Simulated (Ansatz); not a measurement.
## C: geometry relaxation

- system: C (P6₃/mmc, 4 atoms in the cell)
- method: DFT PBE+D3(BJ), scalar-relativistic, plane waves, PAW, no spin polarisation (Ansatz 0.2.0)

Figures and captions count atoms from 1; the log counts them from 0 in places.

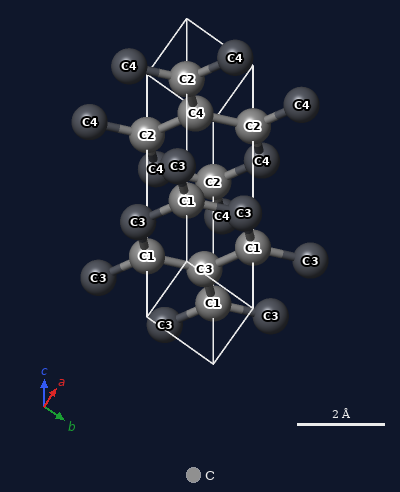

**Figure 1.** The starting structure (ball-and-stick view of the cell of the calculation, seen at an oblique angle; neighbours outside the cell are drawn fainter; atoms are numbered from 1 in the order of the input).

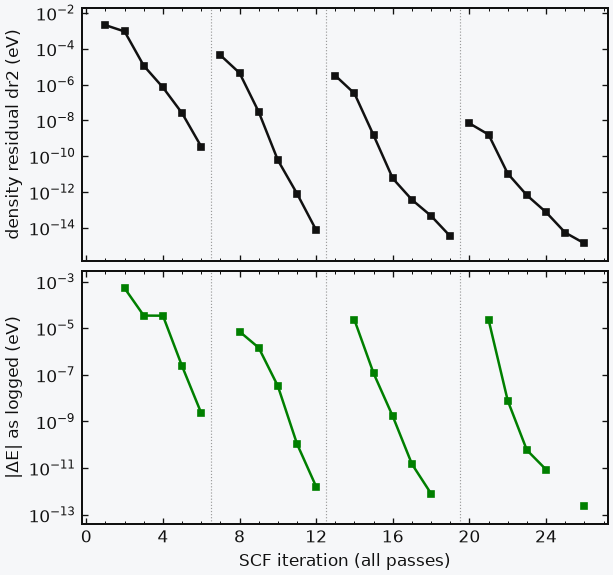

**Figure 2.** Convergence of the self-consistent field: density residual dr2 and size of the energy change against the SCF iteration. The dotted lines part the SCF passes of the relaxation: geometry steps, rejected trials and re-solves on a re-selected basis. The passes take 6, 6, 7 and 7 iterations.

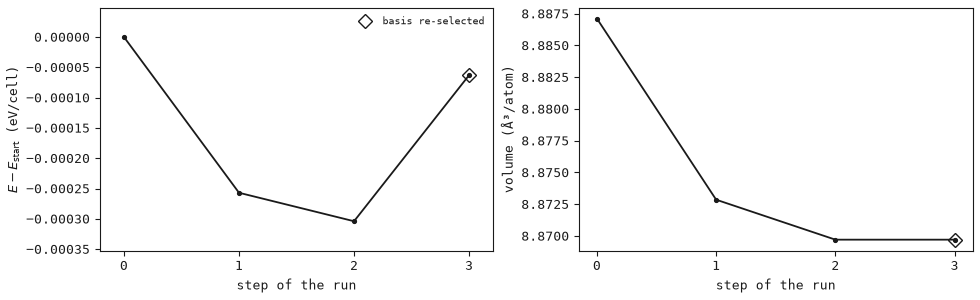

**Figure 3.** Progress of the relaxation, step by step (the first geometry is step 0 here and step 1 in the log). Over 2 geometry steps the energy falls by 0.3 meV per cell of the calculation. All forces vanish by symmetry, so only the cell relaxes. Pressure: −0.38 GPa at the start and −0.01 GPa at the end. The atoms keep their places relative to the cell (all moves are under 0.005 Å). Cell: a = b 2.466 → 2.465 Å (0.0 %), c 6.750 → 6.742 Å (−0.1 %). Volume −0.2 %. The space group stays P6_3/mmc (No. 194). A last SCF at the same geometry on a re-selected plane-wave basis shifts the energy by +0.2 meV per cell of the calculation. (Atoms are counted from 1 in the order of the input.)

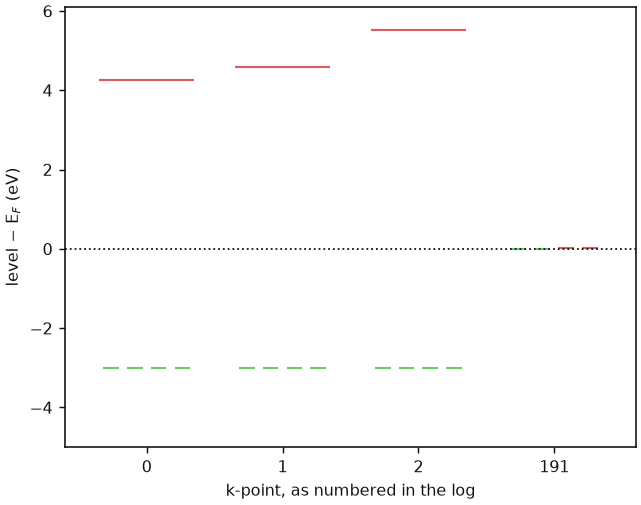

**Figure 4.** Kohn–Sham levels near the Fermi level (dotted) at the few k-points that the log prints; levels within 0.02 eV of each other stand side by side. The system is metallic on the full mesh.

The input that produced these results follows, with the program's output.

The input
```yaml
crystal:
  lattice:
    - [2.466, 0.0, 0.0]
    - [-1.233, 2.1356186457, 0.0]
    - [0.0, 0.0, 6.75]
  atoms:
    - { symbol: C, position: [0.0, 0.0, 0.25] }
    - { symbol: C, position: [0.0, 0.0, 0.75] }
    - { symbol: C, position: [0.3333333333, 0.6666666667, 0.25] }
    - { symbol: C, position: [0.6666666667, 0.3333333333, 0.75] }
basis:
  ecutwfc: 420
kpoints:
  mp_grid: { grid: [21, 21, 6] }
hamiltonian:
  xc: pbe
  dispersion: d3bj
scf:
  occupations: { method: gaussian, width: 0.1 }
output:
  forces: true
  stress: true
  eigenvalues: true
relax:
  adjacent_minimum: "off"
  f_tol: 0.005
  max_steps: 80
  cell: { stress_tol: 0.05 }
```

Launched with:
```bash
ansatz run input.yaml --threads 1 --pin off --max-ram 3072MiB --backend cpu --events-out ev --progress --plain --runs-dir out
```

Output
```
Engine: ansatz 0.2.0, x86_64-unknown-linux-gnu
Pseudopotentials: kind: paw
Pseudopotential: C, paw, valence charge 4, recommended cutoff 420 eV (normal), C.paw.azcp
Functional definition: PBE
  parameter kappa = 0.804
  parameter beta = 0.06672455060314922
  exchange = pbe_x(kappa = kappa, mu = beta*pi^2/3)
  correlation = pbe_c(beta = beta)
Crystal: 4 atoms, lattice volume = 35.548 Å³
Basis set: ecut = 420 eV, 665 PW (Γ), exchange–correlation on 36×36×96 points (8 copies of the dense FFT grid, shifted against one another)
Bands: 12, of which v1, the nominal top of the filled ones, is band 8 counted from 1 (7 counted from 0)
Symmetry: 24 space group operations
Space group: P63/mmc (ITA 194), of the structure as read, at distance tolerance 3.3e-5 Å
k-points: 192 of 2646
Non-local potential: C, projectors of the file, l = 0: 2, l = 1: 2, l = 2: 1
PAW form: soft (Blöchl's): semilocal exchange-correlation on the pseudo side does not see the compensation charge
PAW one-centre angular grid: C, 110 points (default); XC on 64 Gauss nodes
Initial density: superposition of atomic densities (neutral atoms: chi_scale 0, normalization atom), corrected by the library's trained network
Initial wavefunctions: pseudopotential atomic-orbital guess
Functional: x = pbe(κ = 0.804, μ = 0.2195149727645171), c = pbe(β = 0.06672455060314922)
SCF iter   1: F=—  HF=-1004.339457 eV  |F-HF|=—  |Δ(HF+E_count)|=         —  Δρ=2.61e-3  dr2=2.06e-3  ethr=1.77e-3  ⟨swp⟩=5.5  Hψ=12528  notcnv=0
preconditioner: auto → none  [metal: Δε(μ)=0.012 eV  Ē_g=15.715 eV  σ=0.100 eV  W_gap=0.07  n_scr=4 (ndim 8)  ℏωp=24.9 eV  f_vac=0.004  D(μ)=0.12/eV (n_scr^D=0)  sad-step TF]
SCF iter   2: F=—  HF=-1004.339973 eV  |F-HF|=—  |Δ(HF+E_count)|=   5.16e-4  Δρ=1.58e-3  dr2=9.12e-4  ethr=1.29e-5  ⟨swp⟩=1.9  Hψ=4684  notcnv=0
SCF iter   3: F=—  HF=-1004.339938 eV  |F-HF|=—  |Δ(HF+E_count)|=   3.46e-5  Δρ=2.86e-4  dr2=1.12e-5  ethr=5.70e-6  ⟨swp⟩=2.1  Hψ=3808  notcnv=0
SCF iter   4: F=—  HF=-1004.339973 eV  |F-HF|=—  |Δ(HF+E_count)|=   3.42e-5  Δρ=4.94e-5  dr2=6.89e-7  ethr=7.00e-8  ⟨swp⟩=2.3  Hψ=3682  notcnv=0
iter 5 did not close the SCF: its close was put off for the readings that it lacked (scf_convergence_deferred on its scf_iter line)
SCF iter   5: F=-1004.339973 eV  HF=-1004.339973 eV  |F-HF|=8.31e-9  |Δ(HF+E_count)|=   2.35e-7  Δρ=1.22e-5  dr2=2.52e-8  ethr=4.31e-9  ⟨swp⟩=2.4  Hψ=3813  notcnv=0
SCF iter   6: F=-1004.339973 eV  HF=-1004.339973 eV  |F-HF|=3.72e-10  |Δ(HF+E_count)|=   2.28e-9  Δρ=1.75e-6  dr2=3.42e-10  ethr=1.58e-10  ⟨swp⟩=2.2  Hψ=8547  notcnv=0
SCF 1 converged in 6 iterations: F = -1004.339973 eV  dr2 = 3.42e-10
  greatest PAW one-centre occupation: 0.673 electrons in one spin orbital (limit 2), on the C atom at site 1 (counted from 0), in its partial waves of l = 0
relax step   1: F+E_penalty+E_count = -1004.33997283 eV  Δ(F+E_penalty+E_count) = +0.000e0 eV  max|allowed force component| = 3.701e-16 eV/Å  Δτ_max = 0.0000 Å  P = -0.381 GPa  Ω = 35.548 Å³  (6 SCF iters, dr2 threshold 1.00e-7 eV, accepted)
Crystal: 4 atoms, lattice volume = 35.491 Å³
Initial density: handed on by an earlier stage of this run
Initial wavefunctions: those handed on with the density
iter 1 solved again at ethr=3.14e-7 eV; its pass at ethr=3.10e-3 eV (dr2=5.02e-5 eV) is discarded
SCF iter   1: F=—  HF=-1004.340224 eV  |F-HF|=—  |Δ(HF+E_count)|=         —  Δρ=3.06e-4  dr2=4.33e-5  ethr=3.14e-7  ⟨swp⟩=2.4  Hψ=17364  notcnv=0
preconditioner: auto → none  [metal: Δε(μ)=0.011 eV  Ē_g=15.710 eV  σ=0.100 eV  W_gap=0.06  n_scr=4 (ndim 8)  ℏωp=24.9 eV  f_vac=0.000  D(μ)=0.12/eV (n_scr^D=0)]
SCF iter   2: F=—  HF=-1004.340231 eV  |F-HF|=—  |Δ(HF+E_count)|=   7.14e-6  Δρ=9.76e-5  dr2=4.42e-6  ethr=2.71e-7  ⟨swp⟩=2.8  Hψ=3849  notcnv=0
iter 3 did not close the SCF: its close was put off for the readings that it lacked (scf_convergence_deferred on its scf_iter line)
SCF iter   3: F=-1004.340230 eV  HF=-1004.340230 eV  |F-HF|=3.01e-8  |Δ(HF+E_count)|=   1.45e-6  Δρ=1.41e-5  dr2=2.98e-8  ethr=2.76e-8  ⟨swp⟩=2.2  Hψ=3824  notcnv=0
iter 4 did not close the SCF: its close was put off for the readings that it lacked (scf_convergence_deferred on its scf_iter line)
SCF iter   4: F=-1004.340230 eV  HF=-1004.340230 eV  |F-HF|=8.81e-11  |Δ(HF+E_count)|=   3.29e-8  Δρ=6.28e-7  dr2=6.02e-11  ethr=1.86e-10  ⟨swp⟩=2.4  Hψ=3803  notcnv=0
iter 5 did not close the SCF: its close was put off for the readings that it lacked (scf_convergence_deferred on its scf_iter line)
SCF iter   5: F=-1004.340230 eV  HF=-1004.340230 eV  |F-HF|=1.25e-12  |Δ(HF+E_count)|=  1.09e-10  Δρ=8.01e-8  dr2=8.13e-13  ethr=1.00e-12  ⟨swp⟩=2.4  Hψ=3293  notcnv=0
SCF iter   6: F=-1004.340230 eV  HF=-1004.340230 eV  |F-HF|=0.00e0  |Δ(HF+E_count)|=  1.59e-12  Δρ=5.10e-9  dr2=7.51e-15  ethr=1.00e-12  ⟨swp⟩=1.0  Hψ=5376  notcnv=0
SCF 2 converged in 6 iterations: F = -1004.340230 eV  dr2 = 7.51e-15
relax step   2: F+E_penalty+E_count = -1004.34022978 eV  Δ(F+E_penalty+E_count) = -2.570e-4 eV  max|allowed force component| = 3.516e-16 eV/Å  Δτ_max = 0.0000 Å  P = -0.101 GPa  Ω = 35.491 Å³  energy of the carried Pulay correction = +2.059e-4 eV  (6 SCF iters, dr2 threshold 4.00e-7 eV, accepted)
Crystal: 4 atoms, lattice volume = 35.479 Å³
iter 1 solved again at ethr=2.07e-8 eV; its pass at ethr=3.10e-3 eV (dr2=3.32e-6 eV) is discarded
SCF iter   1: F=—  HF=-1004.340255 eV  |F-HF|=—  |Δ(HF+E_count)|=         —  Δρ=8.62e-5  dr2=3.13e-6  ethr=2.07e-8  ⟨swp⟩=1.2  Hψ=15982  notcnv=0
preconditioner: auto → none  [metal: Δε(μ)=0.011 eV  Ē_g=15.711 eV  σ=0.100 eV  W_gap=0.06  n_scr=4 (ndim 8)  ℏωp=24.9 eV  f_vac=0.000  D(μ)=0.12/eV (n_scr^D=0)]
SCF iter   2: F=—  HF=-1004.340277 eV  |F-HF|=—  |Δ(HF+E_count)|=   2.23e-5  Δρ=2.79e-5  dr2=3.16e-7  ethr=1.95e-8  ⟨swp⟩=2.9  Hψ=3844  notcnv=0
iter 3 did not close the SCF: its close was put off for the readings that it lacked (scf_convergence_deferred on its scf_iter line)
SCF iter   3: F=-1004.340277 eV  HF=-1004.340277 eV  |F-HF|=1.57e-9  |Δ(HF+E_count)|=   1.15e-7  Δρ=3.39e-6  dr2=1.45e-9  ethr=1.98e-9  ⟨swp⟩=2.2  Hψ=3846  notcnv=0
iter 4 did not close the SCF: its close was put off for the readings that it lacked (scf_convergence_deferred on its scf_iter line)
SCF iter   4: F=-1004.340277 eV  HF=-1004.340277 eV  |F-HF|=1.26e-11  |Δ(HF+E_count)|=   1.65e-9  Δρ=1.70e-7  dr2=5.71e-12  ethr=9.04e-12  ⟨swp⟩=2.2  Hψ=3762  notcnv=0
iter 5 did not close the SCF: its close was put off for the readings that it lacked (scf_convergence_deferred on its scf_iter line)
SCF iter   5: F=-1004.340277 eV  HF=-1004.340277 eV  |F-HF|=4.55e-13  |Δ(HF+E_count)|=  1.48e-11  Δρ=4.22e-8  dr2=3.69e-13  ethr=1.00e-12  ⟨swp⟩=1.1  Hψ=2325  notcnv=0
iter 6 did not close the SCF: its close was put off for the readings that it lacked (scf_convergence_deferred on its scf_iter line)
SCF iter   6: F=-1004.340277 eV  HF=-1004.340277 eV  |F-HF|=2.27e-13  |Δ(HF+E_count)|=  7.96e-13  Δρ=1.56e-8  dr2=4.64e-14  ethr=1.00e-12  ⟨swp⟩=1.0  Hψ=2304  notcnv=0
SCF iter   7: F=-1004.340277 eV  HF=-1004.340277 eV  |F-HF|=3.41e-13  |Δ(HF+E_count)|=    0.00e0  Δρ=4.91e-9  dr2=3.39e-15  ethr=1.00e-12  ⟨swp⟩=1.0  Hψ=5376  notcnv=0
SCF 3 converged in 7 iterations: F = -1004.340277 eV  dr2 = 3.39e-15
relax step   3: F+E_penalty+E_count = -1004.34027681 eV  Δ(F+E_penalty+E_count) = -4.703e-5 eV  max|allowed force component| = 3.331e-16 eV/Å  Δτ_max = 0.0000 Å  P = -0.000 GPa  Ω = 35.479 Å³  energy of the carried Pulay correction = +2.492e-4 eV  (7 SCF iters, dr2 threshold 5.57e-8 eV, accepted)
Initial wavefunctions: pseudopotential atomic-orbital guess (no wavefunctions were taken with the density)
iter 1 solved again at ethr=1.34e-7 eV; its pass at ethr=3.10e-3 eV (dr2=2.14e-5 eV) is discarded
SCF iter   1: F=—  HF=-1004.340013 eV  |F-HF|=—  |Δ(HF+E_count)|=         —  Δρ=1.15e-5  dr2=6.83e-9  ethr=1.34e-7  ⟨swp⟩=3.8  Hψ=19494  notcnv=0
eigensolver tolerance schedule: the retry pair's looser diagonalisation over-reported the residual by 3139.05 of it (diagonalisation noise at 0.16 of the residual, at the tolerance the schedule requests for it); recorded, not acted on — ethr = c·dr2/N_el stays at c = 1.0e-1
preconditioner: auto → none  [metal: Δε(μ)=0.012 eV  Ē_g=15.710 eV  σ=0.100 eV  W_gap=0.06  n_scr=4 (ndim 8)  ℏωp=24.9 eV  f_vac=0.000  D(μ)=0.12/eV (n_scr^D=0)]
SCF iter   2: F=—  HF=-1004.340036 eV  |F-HF|=—  |Δ(HF+E_count)|=   2.29e-5  Δρ=6.04e-6  dr2=1.60e-9  ethr=4.27e-11  ⟨swp⟩=2.8  Hψ=4414  notcnv=0
iter 3 did not close the SCF: its close was put off for the readings that it lacked (scf_convergence_deferred on its scf_iter line)
SCF iter   3: F=-1004.340036 eV  HF=-1004.340036 eV  |F-HF|=6.45e-11  |Δ(HF+E_count)|=   7.82e-9  Δρ=4.16e-7  dr2=1.07e-11  ethr=1.00e-11  ⟨swp⟩=2.2  Hψ=3802  notcnv=0
iter 4 did not close the SCF: its close was put off for the readings that it lacked (scf_convergence_deferred on its scf_iter line)
SCF iter   4: F=-1004.340036 eV  HF=-1004.340036 eV  |F-HF|=8.64e-12  |Δ(HF+E_count)|=  5.88e-11  Δρ=9.19e-8  dr2=6.58e-13  ethr=1.00e-12  ⟨swp⟩=1.1  Hψ=2350  notcnv=0
iter 5 did not close the SCF: its close was put off for the readings that it lacked (scf_convergence_deferred on its scf_iter line)
SCF iter   5: F=-1004.340036 eV  HF=-1004.340036 eV  |F-HF|=2.27e-13  |Δ(HF+E_count)|=  8.64e-12  Δρ=1.64e-8  dr2=7.49e-14  ethr=1.00e-12  ⟨swp⟩=1.0  Hψ=2304  notcnv=0
iter 6 did not close the SCF: its close was put off for the readings that it lacked (scf_convergence_deferred on its scf_iter line)
SCF iter   6: F=-1004.340036 eV  HF=-1004.340036 eV  |F-HF|=4.55e-13  |Δ(HF+E_count)|=    0.00e0  Δρ=4.88e-9  dr2=5.41e-15  ethr=1.00e-12  ⟨swp⟩=1.0  Hψ=2304  notcnv=0
SCF iter   7: F=-1004.340036 eV  HF=-1004.340036 eV  |F-HF|=1.14e-13  |Δ(HF+E_count)|=  2.27e-13  Δρ=2.36e-9  dr2=1.37e-15  ethr=1.00e-12  ⟨swp⟩=2.0  Hψ=6507  notcnv=0
SCF 4 converged in 7 iterations: F = -1004.340036 eV  dr2 = 1.37e-15
relax step   4: F+E_penalty+E_count = -1004.34003605 eV  Δ(F+E_penalty+E_count) = +2.408e-4 eV  max|allowed force component| = 4.071e-16 eV/Å  Δτ_max = 0.0000 Å  P = -0.011 GPa  Ω = 35.479 Å³  stress off target by 1.51e-2 GPa  SCF on the basis re-selected at this cell (its energy is not comparable with the rows above)  (7 SCF iters)
basis re-selected at this cell: Δ(F+E_penalty+E_count) = +2.408e-4 eV, ΔP = -0.011 GPa vs the last step (what re-selecting the basis moved, of the pressure what is left beyond the Pulay correction that the steps carried, after the strain that the cell walked since its last selection, with what the two solves' SCF thresholds leave and, on support functions, any second-order correction that the steps lacked; it is no measure of the basis error at this ecutwfc). This SCF's stress stands 1.51e-2 GPa from its target on what of the cell is left free (relax.cell.stress_tol is 5.00e-2 GPa) and its largest allowed force component is 4.07e-16 eV/Å (relax.f_tol is 5.00e-3 eV/Å): within both
SCF converged after 7 iterations
Free energy (F): -1004.340036 eV
Harris-Foulkes:  -1004.340036 eV  (|F-HF|=1.14e-13)
Internal energy: -1004.339445 eV  (E = F + TS)
E sigma→0 (E₀):  -1004.339741 eV
Entropy (-TS):   -0.000591 eV (-0.148 meV/atom)
Fermi energy:    6.923715 eV
--- Per-component energies (eV) ---
  E_band       = -35.167835
  E_kinetic    = 363.776833
  E_local      = -616.059531  (includes V_loc(G=0)·N_el)
  E_nonlocal   = 109.222926
  E_hartree    = 186.470285
  E_xc         = -192.075345
  E_vxc        = -237.828812  (∫ρ·V_xc dr)
  E_paw        = -397.380832  (= ΣΔE_a)
  E_vpaw       = -27.219850  (= ΣTr[D̂ρ^β])
  E_aug_tail   = 0.000030  (compensation charges beyond the density's cutoff)
  E_ewald      = -457.671936
  E_disp       = -0.621875  (pairwise vdW)
  E_smearing   = -0.000591  (= −TS)
  E_closure    = -0.000000  (closes the sum)
  Σ components = -1004.340036   (vs F -1004.340036, Δ=0.00e0)
--- Forces (eV/Å), atoms counted from 1 ---
  atom   1  C     -0.00000000    -0.00000000     0.00000000
  atom   2  C     -0.00000000     0.00000000     0.00000000
  atom   3  C      0.00000000     0.00000000     0.00000000
  atom   4  C     -0.00000000    -0.00000000     0.00000000
  max |Σ_I F_I| component: 2.22e-16 eV/Å
--- Stress (GPa, compression-positive) ---
       -0.008910       0.000000       0.000000
        0.000000      -0.008910       0.000000
        0.000000       0.000000      -0.015082
  P = ⅓ Tr σ = -0.0110 GPa (-0.110 kbar)
--- Band table (eV; the first three rows and the last of 192) ---
  k-point 0: bands = ["-12.7198", "-12.4306", "-1.5689", "0.3500", "3.9078", "3.9078", "3.9247", "3.9247", "11.1768", "15.2705", "15.2705", "15.3185"]
  k-point 1: bands = ["-12.7015", "-12.4512", "-1.4601", "0.1926", "3.9090", "3.9090", "3.9236", "3.9236", "11.5105", "15.2738", "15.2738", "15.3156"]
  k-point 2: bands = ["-12.6509", "-12.5065", "-1.1524", "-0.2080", "3.9123", "3.9123", "3.9206", "3.9206", "12.4350", "15.2814", "15.2814", "15.3061"]
  k-point 191: bands = ["-5.6540", "-5.6540", "-5.6477", "-5.6477", "-3.6194", "-3.6194", "6.9207", "6.9207", "6.9397", "6.9397", "17.1038", "17.1038"]
--- Relaxed structure (3 steps of the walk, 3 accepted, 1 SCFs on fresh bases) ---
  F+E_penalty+E_count = -1004.34003605 eV   max|allowed force component| = 4.071e-16 eV/Å   (the final SCF, on the basis selected at the relaxed cell)
  cell:  # Å, volume = 35.4788 Å³
    - [2.4649771173989294, 0.0, 0.0]
    - [-1.2324885586994647, 2.1347328034148094, 0.0]
    - [0.0, 0.0, 6.742372702978266]
  atoms:
    - { symbol: C, position: [-1.2024181366215443e-33, -2.4048362732430885e-33, 0.25] }
    - { symbol: C, position: [4.0536897692862216e-33, 1.4429017639458515e-33, 0.7500000000000001] }
    - { symbol: C, position: [0.3333333333333333, 0.6666666666666667, 0.25] }
    - { symbol: C, position: [0.6666666666666667, 0.3333333333333333, 0.7500000000000001] }
```

Trajectory as extended XYZ (Å, eV, eV/Å), 4 frames, from step=1 to step=4
```
4
Lattice="2.4660 0.0000 0.0000 -1.2330 2.1356 0.0000 0.0000 0.0000 6.7500" Properties=species:S:1:pos:R:3:forces:R:3 step=1 energy=-1004.33997 pressure_GPa=-0.38
C     0.0000    0.0000    1.6875    0.0000   0.0000   0.0000
C     0.0000    0.0000    5.0625    0.0000   0.0000   0.0000
C     0.0000    1.4237    1.6875    0.0000   0.0000   0.0000
C     1.2330    0.7119    5.0625    0.0000   0.0000   0.0000
4
Lattice="2.4653 0.0000 0.0000 -1.2326 2.1350 0.0000 0.0000 0.0000 6.7432" Properties=species:S:1:pos:R:3:forces:R:3 step=2 energy=-1004.34023 pressure_GPa=-0.10
C     0.0000    0.0000    1.6858    0.0000   0.0000   0.0000
C     0.0000    0.0000    5.0574    0.0000   0.0000   0.0000
C     0.0000    1.4233    1.6858    0.0000   0.0000   0.0000
C     1.2326    0.7117    5.0574    0.0000   0.0000   0.0000
4
Lattice="2.4650 0.0000 0.0000 -1.2325 2.1347 0.0000 0.0000 0.0000 6.7424" Properties=species:S:1:pos:R:3:forces:R:3 step=3 energy=-1004.34028 pressure_GPa=-0.00
C     0.0000    0.0000    1.6856    0.0000   0.0000   0.0000
C     0.0000    0.0000    5.0568    0.0000   0.0000   0.0000
C     0.0000    1.4232    1.6856    0.0000   0.0000   0.0000
C     1.2325    0.7116    5.0568    0.0000   0.0000   0.0000
4
Lattice="2.4650 0.0000 0.0000 -1.2325 2.1347 0.0000 0.0000 0.0000 6.7424" Properties=species:S:1:pos:R:3:forces:R:3 step=4 energy=-1004.34004 pressure_GPa=-0.01
C     0.0000    0.0000    1.6856    0.0000   0.0000   0.0000
C     0.0000    0.0000    5.0568    0.0000   0.0000   0.0000
C     0.0000    1.4232    1.6856    0.0000   0.0000   0.0000
C     1.2325    0.7116    5.0568    0.0000   0.0000   0.0000
```

Key numbers

| quantity | value |
| --- | --- |
| outcome | converged |
| space group (tolerance 0.01 Å) | P6₃/mmc (194) |
| electrons treated | 16 |
| free energy | −1004.3400 eV |
| Fermi energy | 6.924 eV |
| gap on the k-point mesh | none (metallic) |
| pressure | −0.01 GPa |
| final volume | 35.48 Å³ |
| largest force (length of the vector) at the end | under 0.001 eV/Å |
| final cell | a = 2.465 Å, b = 2.465 Å, c = 6.742 Å, α = 90.00°, β = 90.00°, γ = 120.00° |
| hardware | 1 thread of Intel Xeon @ 2.30GHz, 94 GiB of memory available, shared host |
| wall time | 23 s |
| peak memory | 0.42 GiB |
